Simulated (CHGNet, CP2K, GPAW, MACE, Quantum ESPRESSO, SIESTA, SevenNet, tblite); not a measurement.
# Forces in generalised stacking fault on (111) (shuffle set) of a GaAs-GaSb solid solution (48 atoms), program by program

One geometry of generalised stacking fault on (111) (shuffle set) of a GaAs-GaSb solid solution (48 atoms) is solved by several programs and methods. How far do their forces lie from a plane-wave PBE run?

Results are calculated, not measured.

### 1. The structure

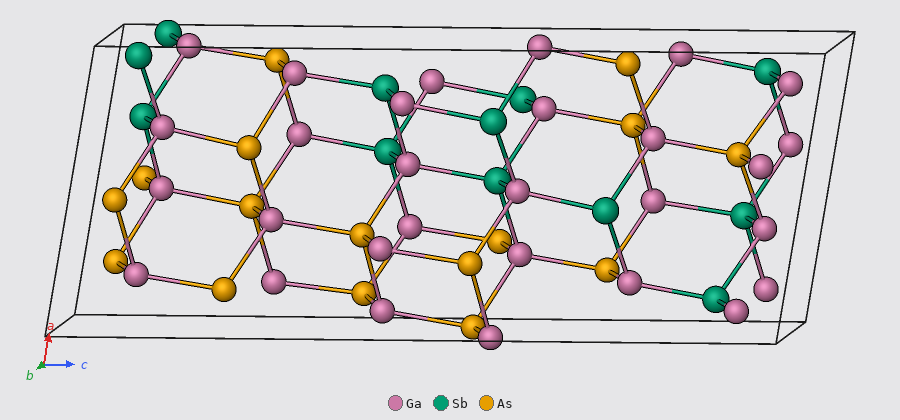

The cell (gallium pink, antimony teal, arsenic orange). Some periodic images of atoms are drawn too.

The cell holds 48 atoms (24 Ga, 10 Sb and 14 As), with edges of 8.27, 7.16 and 20.54 Å. Recipe: zinc-blende GaAs lattice (a = 5.8453 Å, the value set for the mixture), cell with z along [111], 2 x 1 x 2 periods; the third cell vector is tilted by 0.833 of 1/2[1-10] and lengthened by 0 Å, so the cell holds one fault (shuffle set); displaced by a Gaussian of 0.01 Å; 10 of 24 As sites given to Sb at random (lattice constant by Vegard's rule between GaAs and GaSb). Then every atom was moved at random, 0.03 Å r.m.s. a Cartesian component. The density is 5.46 g/cm³.

### 2. The reference input

Quantum ESPRESSO 7.5: Kohn-Sham DFT, PBE, SSSP efficiency 1.3.0 pseudopotentials, plane waves. Its input, pw.in:

```
&control
  calculation = 'scf'
  pseudo_dir = './pseudo'
  outdir = './tmp'
  disk_io = 'none'
  tprnfor = .true.
  tstress = .true.
/
&system
  ibrav = 0
  nat = 48
  ntyp = 3
  ecutwfc = 70
  ecutrho = 560
  nosym = .true.
  occupations = 'smearing'
  smearing = 'fd'
  degauss = 0.003675
/
&electrons
  conv_thr = 2.4e-07
  electron_maxstep = 100
  mixing_beta = 0.2
  mixing_mode = 'local-TF'
  diagonalization = 'david'
/
ATOMIC_SPECIES
Ga 69.723 Ga.upf
Sb 121.760 Sb.upf
As 74.922 As.upf
CELL_PARAMETERS angstrom
8.26650 0.00000 0.00000
0.00000 7.15900 0.00000
3.44440 0.00000 20.24871
ATOMIC_POSITIONS crystal
Ga 0.35793 0.49985 0.93972
Sb 0.72155 0.49674 0.06505
Ga 0.71065 0.82609 0.10555
As 0.64420 0.83577 0.22876
[... 42 atom lines left out ...]
Ga 0.92962 0.16643 0.77347
Sb 0.87330 0.17476 0.89589
K_POINTS gamma
```

```console
$ OMP_NUM_THREADS=1 mpirun -np 4 pw.x -in pw.in > output.txt
```

It took 11 min on 4 MPI ranks of Arm Neoverse V2, shared host; peak memory 4.7 GiB.

It converged with an r.m.s. force component of 0.78 eV/Å and a pressure of 5.0 GPa.

### 3. The other programs

- CHGNet: machine-learned potential, published weights.
- CP2K 2026.2: Gaussian basis with GTH pseudopotentials and a plane-wave density; labels give functional, basis (MOLOPT sets; SR short-range, UZH the newer set with its own potentials), grid cutoff/relative cutoff and solver (OT: orbital transformation; TRS4, TC2, SIGN: linear-scaling purification with its sparsity filter), or its built-in tight binding.
- GPAW 26.7.0: PAW with atomic orbitals (LCAO), plane waves or a real-space grid of spacing h.
- MACE: machine-learned potential, published weights.
- SIESTA 5.4.2: numerical atomic orbitals, whose automatically made sets are far from complete, with PseudoDojo norm-conserving potentials that we converted to its format (checked against plane waves on the same files for H, C, O, Si, Ge and Ca alone); labels give functional, basis size, energy shift and mesh cutoff.
- SevenNet: machine-learned potential, published weights.
- tblite 0.8.0: extended tight binding, driven from Python.

All use the same cell and atoms, and the electronic-structure runs the same k-mesh.

### 4. Side by side

Differences are against the reference: forces as r.m.s. over components, share as that over the reference's r.m.s. force, slope as the fitted ratio of a run's forces to the reference's.

```tsv
run	Δ force, r.m.s. (meV/Å)	share (%)	slope	Δ pressure (GPa)	cores	CPU time	memory (GiB)
reference	-	-	-	-	4	43 min	4.7
CHGNet 0.3.0 potential	441	56.4	0.476	-1.50	1	3.1 s	0.54
CP2K PBE, DZVP-UZH, 800/60 Ry, diagonalisation	26.8	3.43	1.020	0.902	2	6.2 min	5.2
CP2K PBE, SZV-MOLOPT-SR, 800/60 Ry, diagonalisation (coarse)	191	24.4	1.187	1.80	1	3.6 min	5.1
CP2K PBE, TZVP-MOLOPT (SR for Ga, Sb, As), 800/60 Ry, diagonalisation	25.7	3.28	1.018	0.802	4	6.3 min	7.4
CP2K PBE, TZVP-UZH, 800/60 Ry, diagonalisation	25.6	3.27	1.015	0.732	4	6.9 min	7.8
GPAW LDA, LCAO dzp, h 0.2 Å	34.3	4.39	0.993	-	1	2.6 min	1.3
GPAW PBE, LCAO dzp, h 0.2 Å	51.2	6.55	1.054	-	1	2.6 min	1.3
GPAW PBE, LCAO sz(dzp), h 0.2 Å (coarse)	163	20.9	1.189	-	1	48 s	0.99
GPAW PBE, LCAO szp(dzp), h 0.2 Å (coarse)	127	16.2	1.142	-	1	1.9 min	1.2
MACE MP-0b3 medium potential	283	36.3	0.740	-1.71	1	6.2 s	0.7
SIESTA PBE, DZP, shift 0.005 Ry, mesh 300 Ry	33.8	4.32	1.014	1.20	1	7.6 min	1.4
SIESTA PBE, DZP, shift 0.01 Ry, mesh 150 Ry (coarse)	50.1	6.41	1.002	1.02	1	2.1 min	0.57
SIESTA PBE, DZP, shift 0.01 Ry, mesh 300 Ry	41.9	5.36	0.996	0.548	1	5 min	1.2
SIESTA PBE, SZ, shift 0.01 Ry, mesh 300 Ry (coarse)	231	29.6	1.278	3.50	1	68 s	0.62
SIESTA PBE, TZP, shift 0.01 Ry, mesh 300 Ry	41.3	5.29	1.013	0.603	2	6.4 min	1.6
SevenNet l3i5 potential	253	32.3	0.813	-1.31	1	7.8 s	0.91
tblite GFN1-xTB	310	39.7	1.206	4.61	1	3.5 s	0.12
```

Rows marked coarse were listed beforehand as settings not expected to be converged; some can still land near the reference.

Times of the machine-learned potentials are mostly Python's start and the loading of weights.

CPU time is summed over cores on shared hosts, so it is rough.

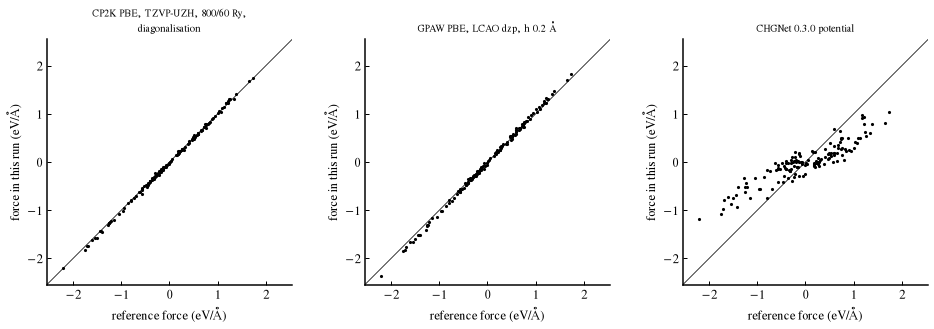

Force components against those of the reference; the line marks equality.

### 5. What came out

Forces lie from 3.3 % (CP2K PBE, TZVP-UZH, 800/60 Ry, diagonalisation) to 56 % (CHGNet 0.3.0 potential) of the reference's r.m.s. force of 0.78 eV/Å away from it. The PBE runs in local orbitals, coarse settings apart, differ by 3.3 % (CP2K PBE, TZVP-UZH, 800/60 Ry, diagonalisation) to 6.6 % (GPAW PBE, LCAO dzp, h 0.2 Å); basis, grid and potentials can all enter. Tight binding differs by 40 % (tblite GFN1-xTB); it is another model, with fitted parameters of its own, and the xTB methods hold dispersion. Machine-learned potentials differ by 32 % (SevenNet l3i5 potential) to 56 % (CHGNet 0.3.0 potential); they were trained on other programs' data. Among those trained on PBE data the slope goes as low as 0.48, which softening far from their training structures can give, though the reference's k-sampling is untested too.

Rows with another functional or a dispersion term differ by 4.4 % (GPAW LDA, LCAO dzp, h 0.2 Å), which mixes the change of model with differences of basis and potentials. Runs with settings chosen to be coarse differ by 6.4 % (SIESTA PBE, DZP, shift 0.01 Ry, mesh 150 Ry) to 30 % (SIESTA PBE, SZ, shift 0.01 Ry, mesh 300 Ry), their programs' other errors included. SIESTA PBE, SZ, shift 0.01 Ry, mesh 300 Ry stiffens the forces by a factor of 1.28 while following their directions (correlation 0.997); the slopes of the 5 SIESTA runs lie between 1.00 and 1.28. From SIESTA PBE, DZP, shift 0.01 Ry, mesh 150 Ry to the finer SIESTA PBE, DZP, shift 0.01 Ry, mesh 300 Ry the share falls from 6.4 to 5.4 %. Pressures at PBE, coarse settings apart, lie +0.55 to +1.20 GPa from the reference's.

Caveats: Periodic xTB results under one method name differ between programs and library versions. The potentials hold different valence shells: 532 electrons in the reference, 432 in CP2K with TZVP-UZH, 292 in GPAW and 672 in SIESTA; this bears on time and differences. GPAW's setups keep the filled d shell of Ga in the core. The reference's pressure holds the uncorrected Pulay stress of its 70 Ry basis, so small pressure differences may be the reference's own error. GPAW's Ga setup keeps the 3d shell in the core. Machine-learned potentials mimic data converged in k, so the reference's own k-point error enters their differences. The reference's stress is far from hydrostatic: its diagonal is 11.0, 1.5, 2.5 GPa, compression counted positive. The host structure and its lattice constant were typed by rule, without a check against the phase diagram. The electronic-structure runs sample only Γ, in a cell whose shortest periodic width is 7 Å, which is coarse for a cell with partly filled levels. Spin–orbit coupling is left out, which matters for the levels of the heavy elements. The reference's pressure of 5.0 GPa reflects the volume that the recipe set, positions that aren't this level's minimum and the coarse k-sampling. Where levels are smeared, the DFT runs use Fermi–Dirac occupations at 580 K (0.05 eV), and energies are free energies. The atoms were displaced at random, and shares hang on the size of the forces that this gives. The reference's cutoffs and mesh weren't converged further here.

[Logs are printed without paths, hosts, clocks, repeated set-up lines and the standing remarks that a program may print on its own settings, such as how far it seeks lower states.]

[Hosts, paths, dates, database ids (printed as entryN), source tags and the programs' standing remarks are cut or masked in the printed files.]

[Cells were taken only where this reference lay near another plane-wave run.]
